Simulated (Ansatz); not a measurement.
**A series of single points on Zn**

System: Zn (Im-3m, 1 atom in the cell).
Method: Kohn-Sham DFT of a periodic cell, r2SCAN with rVV10, JTH PAW, no spin polarisation (Ansatz 0.2.0).

The 7 runs differ only in the geometry, by an even scaling of the cell at fixed fractional positions. The structure derives from a Materials Project entry.

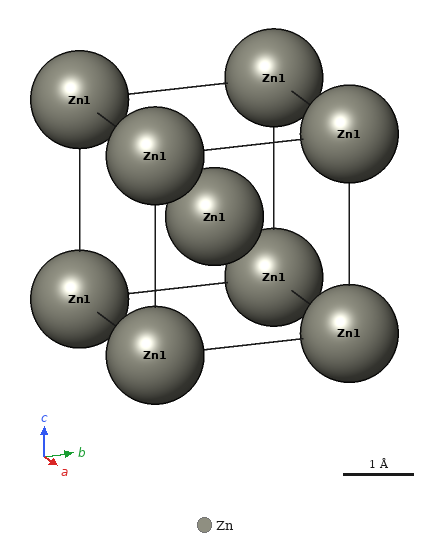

Figure 1. The structure of run 4 (spheres-only view of the cell 2 times as large as that of the calculation, set on its symmetry axes, seen at an oblique angle; atoms are numbered from 1 in the order of the input).

## Input of run 4
```yaml
crystal:
  lattice:
    - [-1.5035830077, 1.5035830077, 1.5035830077]
    - [1.5035830077, -1.5035830077, 1.5035830077]
    - [1.5035830077, 1.5035830077, -1.5035830077]
  atoms:
    - { symbol: Zn, position_ang: [0.0, 0.0, 0.0] }
hamiltonian:
  xc: r2scan
  pseudopotentials: { kind: paw, source: jth }
  dispersion: rvv10
kpoints:
  mp_grid: { grid: [12, 12, 12] }
scf:
  occupations: { method: tetrahedron }
output:
  forces: true
  stress: true
```

Command:
```bash
ansatz run input.yaml --threads 1 --pin off --max-ram 2560MiB --backend cpu --events-out ev --progress --plain --runs-dir out
```

Lattice vectors (Å) and fractional positions of run 4:
```
  -1.503583    1.503583    1.503583
   1.503583   -1.503583    1.503583
   1.503583    1.503583   -1.503583
Zn  0.000000  0.000000  0.000000
```

Run 5 differs from it as follows:
```diff
-    - [-1.5035830077, 1.5035830077, 1.5035830077]
-    - [1.5035830077, -1.5035830077, 1.5035830077]
-    - [1.5035830077, 1.5035830077, -1.5035830077]
+    - [-1.5135408013, 1.5135408013, 1.5135408013]
+    - [1.5135408013, -1.5135408013, 1.5135408013]
+    - [1.5135408013, 1.5135408013, -1.5135408013]
```

## Results, with one run withheld

```tsv
run	volume per atom (Å³)	free energy per atom, from the lowest run given (meV)	pressure (GPa)
1	12.781	45.32	11.11
2	13.053	27.72	8.12
3	13.325	14.89	5.47
4	13.597	6.30	3.11
5	13.869	?	?
6	14.141	0.00	−0.85
7	14.413	1.66	−2.50
```

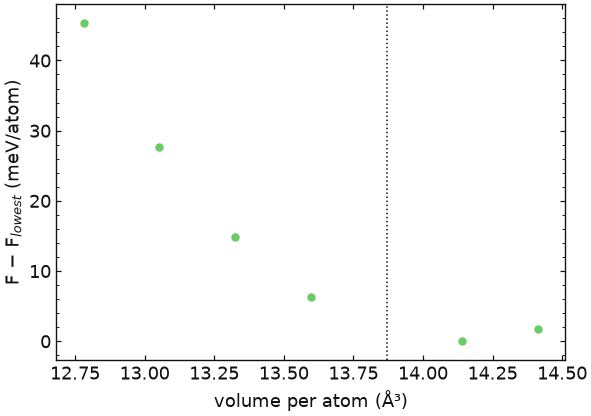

Figure 2. Free energy per atom of the runs given; the dotted line marks run 5.

Estimate the energy of run 5 from the others.

A cubic polynomial in V^(−2/3) (the Birch–Murnaghan form), fitted to the 6 runs given, misses them by at most 0.03 meV per atom. With x = V^(−2/3) − 0.17610 Å⁻², it reads F = 7.9742 + 3207.6 x + 3.2634e+05 x² + 5.9456e+05 x³ (meV per atom). At run 5 it gives 1.45 meV per atom, and the run itself gives 1.47. The slope of the fit gives a pressure −dF/dV of 1.80 GPa there, and the run prints 1.01 GPa. The two needn't agree exactly: the fit is approximate, and the printed stress is taken on a finite basis. The fit has its minimum at 14.127 Å³ per atom, where V d²F/dV² gives 93.7 GPa: the bulk modulus at this level, since symmetry fixes the shape and the positions.

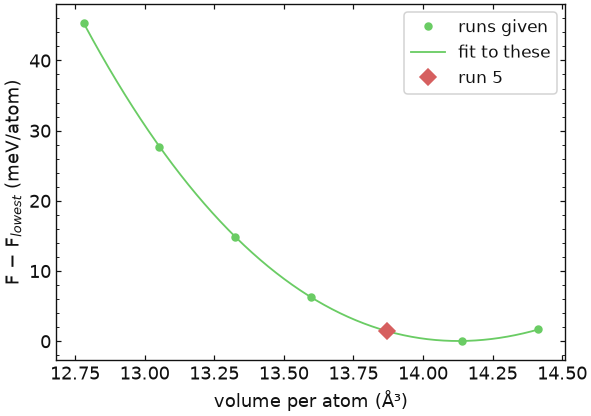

Figure 3. The fit and the withheld run.

## Output, shortened to warnings, some set-up lines, iterations and results (run 5)
```
Warning: output.forces, output.stress, relax.cell or npt_langevin: where a Kohn–Sham band that disperses or a degenerate level is filled in part under the method tetrahedron, the forces or the stress that this run publishes need not agree with its energy (scf.occupations.method in the input reference, under Limitations); prefer a smearing scheme for the forces or the stress
Warning: [file] the checks of this Zn dataset prove no rule for summing its radial tables, as where they were carried onto another mesh than they were made on, and Gregory's rule is taken, under which a leading mesh point left out moves its sums only by what lay on the interval it spanned. That does not make them correct, and they differ from Quantum ESPRESSO's on this file; a re-export a …
Basis set: ecut = 1080 eV, 1061 PW (Γ), exchange–correlation on 160×160×160 points (64 copies of the dense FFT grid, shifted against one another)
Symmetry: 48 space group operations
k-points: 72 of 1728
Initial density: superposition of atomic densities (chi_scale 0.1, normalization cell)
[...]
SCF iter   1: F=—  HF=-3322.966480 eV  |F-HF|=—  |Δ(HF+E_count)|=         —  Δρ=4.06e-2  dr2=2.30e-1  dr2_τ=1.47e-3  ethr=1.91e-3  ⟨swp⟩=1.1  Hψ=8529  notcnv=0
SCF iter   2: F=—  HF=-3322.962159 eV  |F-HF|=—  |Δ(HF+E_count)|=   4.32e-3  Δρ=1.72e-2  dr2=1.40e-2  dr2_τ=2.59e-3  ethr=1.91e-3  ⟨swp⟩=2.9  Hψ=1553  notcnv=0
SCF iter   3: F=—  HF=-3322.953646 eV  |F-HF|=—  |Δ(HF+E_count)|=   8.51e-3  Δρ=9.58e-3  dr2=1.28e-2  dr2_τ=1.93e-4  ethr=1.17e-4  ⟨swp⟩=4.0  Hψ=2345  notcnv=0  defer=1
SCF iter   4: F=—  HF=-3322.956319 eV  |F-HF|=—  |Δ(HF+E_count)|=   2.67e-3  Δρ=3.41e-3  dr2=1.60e-3  dr2_τ=2.07e-5  ethr=1.06e-4  ⟨swp⟩=3.6  Hψ=1450  notcnv=0  defer=1
SCF iter   5: F=—  HF=-3322.956522 eV  |F-HF|=—  |Δ(HF+E_count)|=   2.03e-4  Δρ=5.65e-4  dr2=4.51e-5  dr2_τ=4.29e-7  ethr=1.33e-5  ⟨swp⟩=4.3  Hψ=1664  notcnv=0  defer=1
SCF iter   6: F=—  HF=-3322.956514 eV  |F-HF|=—  |Δ(HF+E_count)|=   7.60e-6  Δρ=6.67e-5  dr2=3.56e-7  dr2_τ=7.28e-9  ethr=3.76e-7  ⟨swp⟩=4.7  Hψ=1846  notcnv=0  defer=1
SCF iter   7: F=-3322.956512 eV  HF=-3322.956512 eV  |F-HF|=6.16e-9  |Δ(HF+E_count)|=   2.31e-6  Δρ=1.35e-5  dr2=7.32e-9  dr2_τ=2.47e-10  ethr=8.33e-10  ⟨swp⟩=6.9  Hψ=3340  …
SCF 1 converged in 7 iterations: F = -3322.956512 eV  dr2 = 7.32e-9
SCF converged after 7 iterations
Stability not checked: this state was not tested for a lower state beside it, because cold or Methfessel-Paxton smearing, or corrected tetrahedra, fill the levels in a way that the test cannot read (fill_not_monotonic; see scf.lower_state_search)
Free energy (F): -3322.956512 eV
Harris-Foulkes:  -3322.956512 eV  (|F-HF|=6.16e-9)
Internal energy: -3322.956411 eV  (E = F + TS)
E sigma→0 (E₀):  -3322.956512 eV
Entropy (-TS):   -0.000101 eV (-0.101 meV/atom)
Fermi energy:    14.557943 eV
--- Per-component energies (eV) ---
  E_band       = 80.085037
  E_kinetic    = 177.722803
  E_local      = -1432.166973  (includes V_loc(G=0)·N_el)
  E_nonlocal   = 502.947128
  E_hartree    = 357.231620
  E_xc         = -42.890300
  E_vxc        = -59.656593  (∫ρ·V_xc dr)
  E_paw        = -1639.191125  (= ΣΔE_a)
  E_vpaw       = 173.259112  (= ΣTr[D̂ρ^β])
  E_aug_tail   = 0.000129  (compensation charges beyond the density's cutoff)
  E_vtau       = 3.513534  (kinetic-family band-sum trace: ∫τ·v_τ [+ j·A + Jᵃ·Aᵃ] dr)
  E_ewald      = -1246.436285
  E_core_change = -0.173408  (= ΣΔE_core)
  E_smearing   = -0.000101  (= −TS)
  E_closure    = 0.000000  (closes the sum)
  Σ components = -3322.956512   (vs F -3322.956512, Δ=0.00e0)
--- Forces (eV/Å), atoms counted from 1 ---
  atom   1  Zn    -0.00000000     0.00000000     0.00000000
  max |Σ_I F_I| component: 1.54e-32 eV/Å
--- Stress (GPa, compression-positive) ---
        1.013313       0.000000      -0.000000
        0.000000       1.013313       0.000000
       -0.000000       0.000000       1.013313
  P = ⅓ Tr σ = 1.0133 GPa (10.133 kbar)
```

Notes on the run: forces and stress from tetrahedron occupations may miss the slope of the energy.
